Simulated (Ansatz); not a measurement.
## Geometry relaxation, with input and output: C$_{11}$H$_{3}$ (part 3 of 3)

C$_{11}$H$_{3}$ (slab, 28 atoms in the cell); DFT PBE+D3(BJ), scalar-relativistic, plane waves, PAW, no spin polarisation (Ansatz 0.2.0); cutoff 420 eV, 5×10×1 k-mesh, Gaussian smearing of 0.05 eV. The structure derives from an entry of the Crystallography Open Database. The input holds or restrains some coordinates.

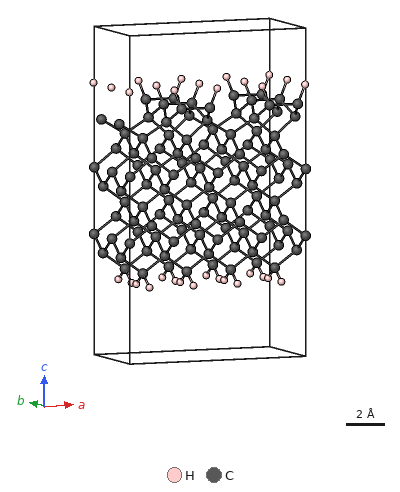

The geometry at step 4 of the log (ball-and-stick view of the 2 × 2 repeat of the cell, with the vacuum cut short, seen slightly off an axis).

Trajectory as extended XYZ (Å, eV, eV/Å), 7 frames, from step=1 to step=7
```
28
Lattice="5.0302 0.0000 0.0000 0.0000 2.5151 0.0000 0.0000 0.0000 29.3505" Properties=species:S:1:pos:R:3:forces:R:3 step=1 energy=-5608.24908
H     1.2575    0.3267    8.5000    0.0000  13.0435   0.5768
H     1.2575    2.1884    8.5000    0.0000 -13.0435   0.5768
H     3.7727    2.1884    8.5000    0.0000 -13.0437   0.5759
H     3.7727    0.3267    8.5000    0.0000  13.0437   0.5759
C     1.2575    1.2575    9.1582    0.0000   0.0000   0.1284
C     3.7727    1.2575    9.1582    0.0000   0.0000   0.1182
C     2.5151    1.2575   10.0475    0.0129   0.0000  -1.3983
C     0.0000    1.2575   10.0475   -0.0129   0.0000  -1.3983
C     2.5151    0.0000   10.9367   -0.0273   0.0000   0.1180
C     0.0000    0.0000   10.9367    0.0273   0.0000   0.1180
C     3.7727    0.0000   11.8259    0.0000   0.0000   0.0682
C     1.2575    0.0000   11.8259    0.0000   0.0000  -0.0786
C     3.7727    1.2575   12.7151    0.0000   0.0000   0.3629
C     1.2575    1.2575   12.7151    0.0000   0.0000  -0.3256
C     0.0194    1.2575   13.6056    0.0153   0.0000  -0.0060
C     2.4957    1.2575   13.6056   -0.0153   0.0000  -0.0060
C     0.0213    0.0000   14.4947   -0.0259   0.0000   0.0344
C     2.4938    0.0000   14.4947    0.0259   0.0000   0.0344
C     1.2575    0.0000   15.4670    0.0000   0.0000  -0.0168
C     3.7727    0.0000   15.3107    0.0000   0.0000   0.2136
C     1.2575    1.2575   16.4110    0.0000   0.0000  -0.2088
C     3.7727    1.2575   16.1461    0.0000   0.0000   0.5882
C     2.6049    1.2575   17.2117    0.3239   0.0000  -2.7904
C    -0.0898    1.2575   17.2117   -0.3239   0.0000  -2.7904
C     3.0817    0.0000   17.8951   -7.0693   0.0000   2.9102
C     4.4636    0.0000   17.8951    7.0693   0.0000   2.9102
H     4.7472    0.0000   18.9786    0.7754   0.0000  -0.4439
H     2.7981    0.0000   18.9786   -0.7754   0.0000  -0.4439
28
Lattice="5.0302 0.0000 0.0000 0.0000 2.5151 0.0000 0.0000 0.0000 29.3505" Properties=species:S:1:pos:R:3:forces:R:3 step=2 energy=-5609.25896
H     1.2575    0.3267    8.5000    0.0000  13.0432   0.5765
H     1.2575    2.1884    8.5000    0.0000 -13.0432   0.5765
H     3.7727    2.1884    8.5000    0.0000 -13.0434   0.5759
H     3.7727    0.3267    8.5000    0.0000  13.0434   0.5759
C     1.2575    1.2575    9.1582    0.0000   0.0000   0.1262
C     3.7727    1.2575    9.1582    0.0000   0.0000   0.1186
C     2.5151    1.2575   10.0475    0.0095   0.0000  -1.3979
C     0.0000    1.2575   10.0475   -0.0095   0.0000  -1.3979
C     2.5151    0.0000   10.9367   -0.0221   0.0000   0.1181
C     0.0000    0.0000   10.9367    0.0221   0.0000   0.1181
C     3.7727    0.0000   11.8259    0.0000   0.0000   0.0568
C     1.2575    0.0000   11.8259    0.0000   0.0000  -0.0731
C     3.7727    1.2575   12.7151    0.0000   0.0000   0.2966
C     1.2575    1.2575   12.7151    0.0000   0.0000  -0.2761
C     0.0180    1.2575   13.6052   -0.1056   0.0000  -0.0075
C     2.4971    1.2575   13.6052    0.1056   0.0000  -0.0075
C     0.0156    0.0000   14.4940    0.1174   0.0000   0.0083
C     2.4995    0.0000   14.4940   -0.1174   0.0000   0.0083
C     1.2575    0.0000   15.4522    0.0000   0.0000  -0.0090
C     3.7727    0.0000   15.3220    0.0000   0.0000  -0.0354
C     1.2575    1.2575   16.3874    0.0000   0.0000   0.0029
C     3.7727    1.2575   16.1590    0.0000   0.0000   0.9065
C     2.6039    1.2575   17.1903    0.4825   0.0000  -0.8996
C    -0.0888    1.2575   17.1903   -0.4825   0.0000  -0.8996
C     3.0252    0.0000   17.9675   -2.9062   0.0000   0.9528
C     4.5201    0.0000   17.9675    2.9062   0.0000   0.9528
H     4.9279    0.0000   19.0097   -0.0074   0.0000  -0.4858
H     2.6174    0.0000   19.0097    0.0074   0.0000  -0.4858
28
Lattice="5.0302 0.0000 0.0000 0.0000 2.5151 0.0000 0.0000 0.0000 29.3505" Properties=species:S:1:pos:R:3:forces:R:3 step=3 energy=-5609.36618
H     1.2575    0.3267    8.5000    0.0000  13.0433   0.5764
H     1.2575    2.1884    8.5000    0.0000 -13.0433   0.5764
H     3.7727    2.1884    8.5000    0.0000 -13.0434   0.5759
H     3.7727    0.3267    8.5000    0.0000  13.0434   0.5759
C     1.2575    1.2575    9.1582    0.0000   0.0000   0.1259
C     3.7727    1.2575    9.1582    0.0000   0.0000   0.1197
C     2.5151    1.2575   10.0475    0.0077   0.0000  -1.3979
C     0.0000    1.2575   10.0475   -0.0077   0.0000  -1.3979
C     2.5151    0.0000   10.9367   -0.0186   0.0000   0.1183
C     0.0000    0.0000   10.9367    0.0186   0.0000   0.1183
C     3.7727    0.0000   11.8259    0.0000   0.0000   0.0481
C     1.2575    0.0000   11.8259    0.0000   0.0000  -0.0659
C     3.7727    1.2575   12.7151    0.0000   0.0000   0.2609
C     1.2575    1.2575   12.7151    0.0000   0.0000  -0.2347
C     0.0160    1.2575   13.6050   -0.1320   0.0000   0.0186
C     2.4991    1.2575   13.6050    0.1320   0.0000   0.0186
C     0.0129    0.0000   14.4942    0.1195   0.0000   0.0325
C     2.5022    0.0000   14.4942   -0.1195   0.0000   0.0325
C     1.2575    0.0000   15.4434    0.0000   0.0000  -0.1417
C     3.7727    0.0000   15.3337    0.0000   0.0000  -0.2686
C     1.2575    1.2575   16.3705    0.0000   0.0000  -0.2392
C     3.7727    1.2575   16.1758    0.0000   0.0000   0.2982
C     2.5901    1.2575   17.1744    0.5494   0.0000  -0.1892
C    -0.0750    1.2575   17.1744   -0.5494   0.0000  -0.1892
C     2.9632    0.0000   17.9662    0.5393   0.0000  -0.9196
C     4.5821    0.0000   17.9662   -0.5393   0.0000  -0.9196
H     4.9117    0.0000   18.9731    0.7883   0.0000   1.2351
H     2.6336    0.0000   18.9731   -0.7883   0.0000   1.2351
28
Lattice="5.0302 0.0000 0.0000 0.0000 2.5151 0.0000 0.0000 0.0000 29.3505" Properties=species:S:1:pos:R:3:forces:R:3 step=4 energy=-5609.46842
H     1.2575    0.3267    8.5000    0.0000  13.0433   0.5765
H     1.2575    2.1884    8.5000    0.0000 -13.0433   0.5765
H     3.7727    2.1884    8.5000    0.0000 -13.0434   0.5759
H     3.7727    0.3267    8.5000    0.0000  13.0434   0.5759
C     1.2575    1.2575    9.1582    0.0000   0.0000   0.1264
C     3.7727    1.2575    9.1582    0.0000   0.0000   0.1192
C     2.5151    1.2575   10.0475    0.0090   0.0000  -1.3979
C     0.0000    1.2575   10.0475   -0.0090   0.0000  -1.3979
C     2.5151    0.0000   10.9367   -0.0193   0.0000   0.1184
C     0.0000    0.0000   10.9367    0.0193   0.0000   0.1184
C     3.7727    0.0000   11.8259    0.0000   0.0000   0.0432
C     1.2575    0.0000   11.8259    0.0000   0.0000  -0.0617
C     3.7727    1.2575   12.7151    0.0000   0.0000   0.2574
C     1.2575    1.2575   12.7151    0.0000   0.0000  -0.2307
C     0.0140    1.2575   13.6050   -0.0055   0.0000  -0.0058
C     2.5011    1.2575   13.6050    0.0055   0.0000  -0.0058
C     0.0147    0.0000   14.4939   -0.0112   0.0000   0.0321
C     2.5004    0.0000   14.4939    0.0112   0.0000   0.0321
C     1.2575    0.0000   15.4413    0.0000   0.0000  -0.0131
C     3.7727    0.0000   15.3315    0.0000   0.0000  -0.0556
C     1.2575    1.2575   16.3701    0.0000   0.0000  -0.0881
C     3.7727    1.2575   16.1810    0.0000   0.0000   0.0565
C     2.6045    1.2575   17.1744   -0.0228   0.0000   0.0787
C    -0.0894    1.2575   17.1744    0.0228   0.0000   0.0787
C     2.9666    0.0000   17.9851   -0.0669   0.0000  -0.0637
C     4.5787    0.0000   17.9851    0.0669   0.0000  -0.0637
H     4.9976    0.0000   19.0002    0.0781   0.0000   0.0098
H     2.5477    0.0000   19.0002   -0.0781   0.0000   0.0098
28
Lattice="5.0302 0.0000 0.0000 0.0000 2.5151 0.0000 0.0000 0.0000 29.3505" Properties=species:S:1:pos:R:3:forces:R:3 step=5 energy=-5609.46951
H     1.2575    0.3267    8.5000    0.0000  13.0433   0.5765
H     1.2575    2.1884    8.5000    0.0000 -13.0433   0.5765
H     3.7727    2.1884    8.5000    0.0000 -13.0434   0.5759
H     3.7727    0.3267    8.5000    0.0000  13.0434   0.5759
C     1.2575    1.2575    9.1582    0.0000   0.0000   0.1260
C     3.7727    1.2575    9.1582    0.0000   0.0000   0.1191
C     2.5151    1.2575   10.0475    0.0087   0.0000  -1.3979
C     0.0000    1.2575   10.0475   -0.0087   0.0000  -1.3979
C     2.5151    0.0000   10.9367   -0.0185   0.0000   0.1183
C     0.0000    0.0000   10.9367    0.0185   0.0000   0.1183
C     3.7727    0.0000   11.8259    0.0000   0.0000   0.0412
C     1.2575    0.0000   11.8259    0.0000   0.0000  -0.0590
C     3.7727    1.2575   12.7151    0.0000   0.0000   0.2520
C     1.2575    1.2575   12.7151    0.0000   0.0000  -0.2142
C     0.0134    1.2575   13.6051   -0.0044   0.0000  -0.0066
C     2.5017    1.2575   13.6051    0.0044   0.0000  -0.0066
C     0.0138    0.0000   14.4945   -0.0033   0.0000  -0.0187
C     2.5013    0.0000   14.4945    0.0033   0.0000  -0.0187
C     1.2575    0.0000   15.4378    0.0000   0.0000   0.0116
C     3.7727    0.0000   15.3327    0.0000   0.0000   0.0377
C     1.2575    1.2575   16.3631    0.0000   0.0000   0.1060
C     3.7727    1.2575   16.1859    0.0000   0.0000  -0.0986
C     2.6004    1.2575   17.1761    0.1289   0.0000  -0.0611
C    -0.0853    1.2575   17.1761   -0.1289   0.0000  -0.0611
C     2.9622    0.0000   17.9844   -0.0365   0.0000   0.0194
C     4.5831    0.0000   17.9844    0.0365   0.0000   0.0194
H     5.0159    0.0000   18.9942   -0.0007   0.0000   0.0333
H     2.5294    0.0000   18.9942    0.0007   0.0000   0.0333
28
Lattice="5.0302 0.0000 0.0000 0.0000 2.5151 0.0000 0.0000 0.0000 29.3505" Properties=species:S:1:pos:R:3:forces:R:3 step=6 energy=-5609.47037
H     1.2575    0.3267    8.5000    0.0000  13.0433   0.5765
H     1.2575    2.1884    8.5000    0.0000 -13.0433   0.5765
H     3.7727    2.1884    8.5000    0.0000 -13.0434   0.5759
H     3.7727    0.3267    8.5000    0.0000  13.0434   0.5759
C     1.2575    1.2575    9.1582    0.0000   0.0000   0.1261
C     3.7727    1.2575    9.1582    0.0000   0.0000   0.1191
C     2.5151    1.2575   10.0475    0.0089   0.0000  -1.3980
C     0.0000    1.2575   10.0475   -0.0089   0.0000  -1.3980
C     2.5151    0.0000   10.9367   -0.0189   0.0000   0.1182
C     0.0000    0.0000   10.9367    0.0189   0.0000   0.1182
C     3.7727    0.0000   11.8259    0.0000   0.0000   0.0409
C     1.2575    0.0000   11.8259    0.0000   0.0000  -0.0605
C     3.7727    1.2575   12.7151    0.0000   0.0000   0.2519
C     1.2575    1.2575   12.7151    0.0000   0.0000  -0.2217
C     0.0135    1.2575   13.6050    0.0046   0.0000   0.0002
C     2.5016    1.2575   13.6050   -0.0046   0.0000   0.0002
C     0.0142    0.0000   14.4943   -0.0024   0.0000  -0.0030
C     2.5009    0.0000   14.4943    0.0024   0.0000  -0.0030
C     1.2575    0.0000   15.4397    0.0000   0.0000   0.0018
C     3.7727    0.0000   15.3318    0.0000   0.0000   0.0076
C     1.2575    1.2575   16.3670    0.0000   0.0000  -0.0010
C     3.7727    1.2575   16.1832    0.0000   0.0000  -0.0056
C     2.6036    1.2575   17.1753   -0.0059   0.0000   0.0042
C    -0.0885    1.2575   17.1753    0.0059   0.0000   0.0042
C     2.9624    0.0000   17.9857   -0.0040   0.0000  -0.0057
C     4.5829    0.0000   17.9857    0.0040   0.0000  -0.0057
H     5.0160    0.0000   18.9962   -0.0015   0.0000   0.0025
H     2.5293    0.0000   18.9962    0.0015   0.0000   0.0025
28
Lattice="5.0302 0.0000 0.0000 0.0000 2.5151 0.0000 0.0000 0.0000 29.3505" Properties=species:S:1:pos:R:3:forces:R:3 step=7 energy=-5609.47037
H     1.2575    0.3267    8.5000    0.0000  13.0433   0.5765
H     1.2575    2.1884    8.5000    0.0000 -13.0433   0.5765
H     3.7727    2.1884    8.5000    0.0000 -13.0434   0.5759
H     3.7727    0.3267    8.5000    0.0000  13.0434   0.5759
C     1.2575    1.2575    9.1582    0.0000   0.0000   0.1261
C     3.7727    1.2575    9.1582    0.0000   0.0000   0.1191
C     2.5151    1.2575   10.0475    0.0089   0.0000  -1.3980
C     0.0000    1.2575   10.0475   -0.0089   0.0000  -1.3980
C     2.5151    0.0000   10.9367   -0.0189   0.0000   0.1182
C     0.0000    0.0000   10.9367    0.0189   0.0000   0.1182
C     3.7727    0.0000   11.8259    0.0000   0.0000   0.0409
C     1.2575    0.0000   11.8259    0.0000   0.0000  -0.0605
C     3.7727    1.2575   12.7151    0.0000   0.0000   0.2519
C     1.2575    1.2575   12.7151    0.0000   0.0000  -0.2217
C     0.0135    1.2575   13.6050    0.0046   0.0000   0.0002
C     2.5016    1.2575   13.6050   -0.0046   0.0000   0.0002
C     0.0142    0.0000   14.4943   -0.0024   0.0000  -0.0030
C     2.5009    0.0000   14.4943    0.0024   0.0000  -0.0030
C     1.2575    0.0000   15.4397    0.0000   0.0000   0.0018
C     3.7727    0.0000   15.3318    0.0000   0.0000   0.0076
C     1.2575    1.2575   16.3670    0.0000   0.0000  -0.0010
C     3.7727    1.2575   16.1832    0.0000   0.0000  -0.0056
C     2.6036    1.2575   17.1753   -0.0059   0.0000   0.0042
C    -0.0885    1.2575   17.1753    0.0059   0.0000   0.0042
C     2.9624    0.0000   17.9857   -0.0040   0.0000  -0.0057
C     4.5829    0.0000   17.9857    0.0040   0.0000  -0.0057
H     5.0160    0.0000   18.9962   -0.0015   0.0000   0.0025
H     2.5293    0.0000   18.9962    0.0015   0.0000   0.0025
```

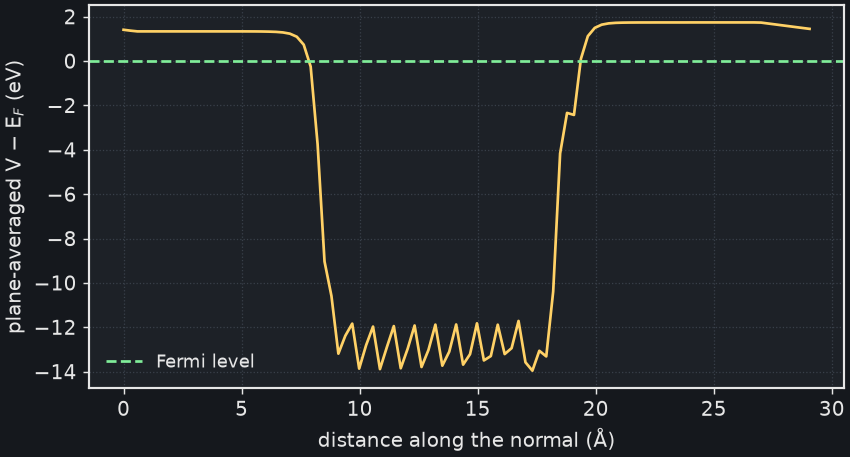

Plane average of the electrostatic potential energy of an electron across the cell, from the Fermi level. The vacuum level lies 1.74 eV above the Fermi level on the upper side and 1.34 eV on the lower.

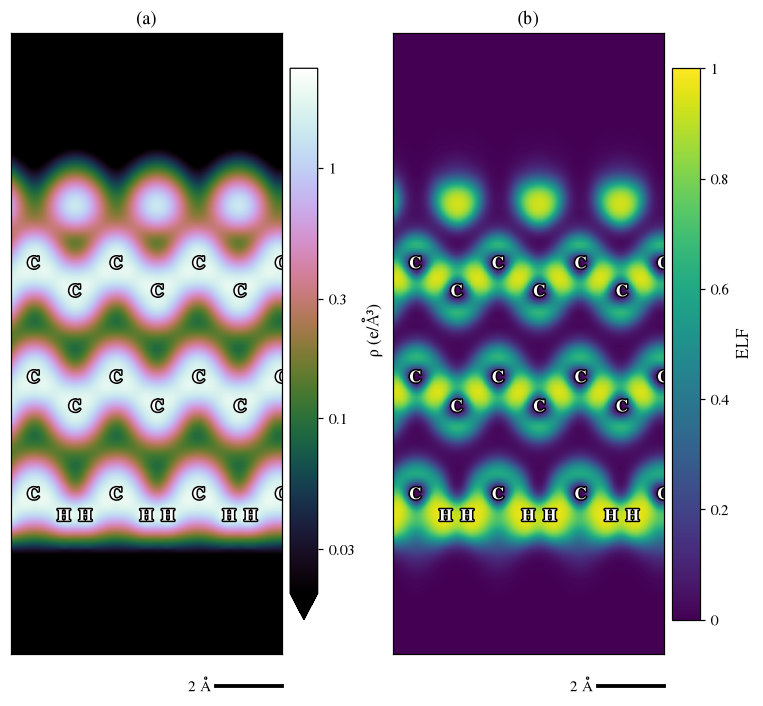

(a) valence electron density; (b) ELF on the (100) plane of the calculation cell, a cut from vacuum to vacuum. Atoms in the plane: H and C. C–C (1.52 Å): ρ is about 1.7 e/Å³ halfway; the ELF peaks at about 0.95 between the atoms (localised, shared-pair bonding). The density dies away to nearly zero in the vacuum. The fields are those of the smooth PAW valence density.

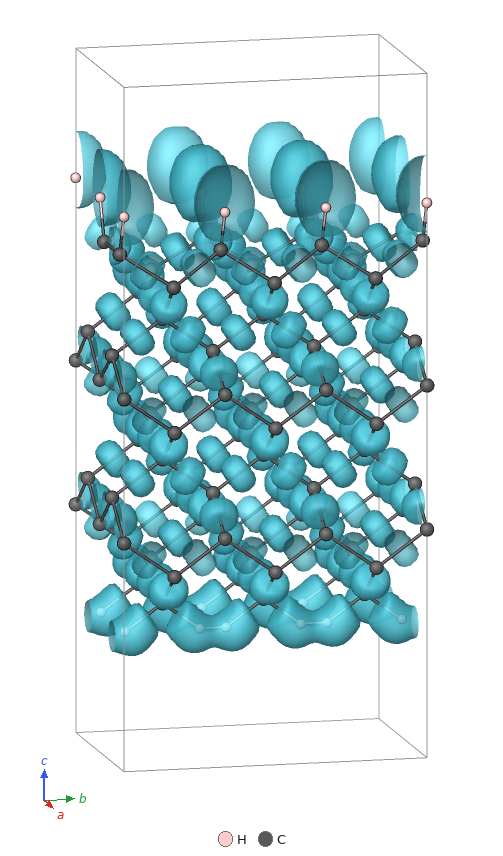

Isosurface of the ELF at 0.75 (cyan), seen slightly off an axis. Only the valence region is drawn (cores and ρ < 0.01 e/Å³ removed). Sticks mark near contacts. Counts are for one cell; the picture repeats the cell along the surface. Along the contacts the grid gives the following. C–H (1.10 Å): the ELF climbs to about 1 towards the hydrogen; a covalent bond by its length.

Results in brief

- outcome: converged under the restraints of the input
- electrons treated: 94
- free energy: −5609.4704 eV
- work function, top face: 1.74 eV
- work function, bottom face: 1.34 eV
- Fermi energy: 4.225 eV
- gap on the k-point mesh: 1.29 eV
- final volume: 371.33 Å³
- work function (upper face): 1.74 eV
- largest force (length of the vector) at the end, held atoms and coordinates included: 13.056 eV/Å
- hardware: 2 threads of Arm Neoverse V1, 24 GiB of memory available, shared host
- wall time: 4.8 min (CPU time 9.6 min)
- peak memory: 0.86 GiB

Remarks

Warnings of the run: the exchange-correlation potential is rough where the density is thin.
